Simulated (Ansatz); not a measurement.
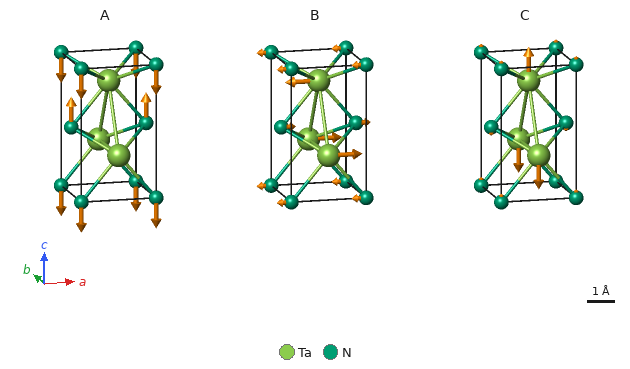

Three modes of a crystal of TaN at the zone centre of a doubled cell, in no order. The orange arrows give the relative displacements of the atoms. A ball-and-stick model of the cell of the calculation, seen slightly off an axis.

Theory: Ansatz, DFT PBEsol, scalar-relativistic, plane waves, PAW. (plane-wave cutoff 420 eV; k-point mesh 20 × 20 × 12; occupations gaussian; smearing width 0.15 eV; no spin polarisation)

Q: Rank the modes by frequency, softest first.

A: B (181 cm⁻¹), C (270 cm⁻¹), A (596 cm⁻¹). B, non-degenerate: All motion is along a of the drawn cell; atoms of one kind move against one another, with no net shift of any sublattice; the kinetic energy is shared as Ta 99 %, N 1 %. C, non-degenerate: All motion is along c of the drawn cell; atoms of one kind move against one another, with no net shift of any sublattice. A, non-degenerate: The Ta atoms hardly move; all motion is along c of the drawn cell; atoms of one kind move against one another, with no net shift of their sublattice. The crystal is metallic in this run.
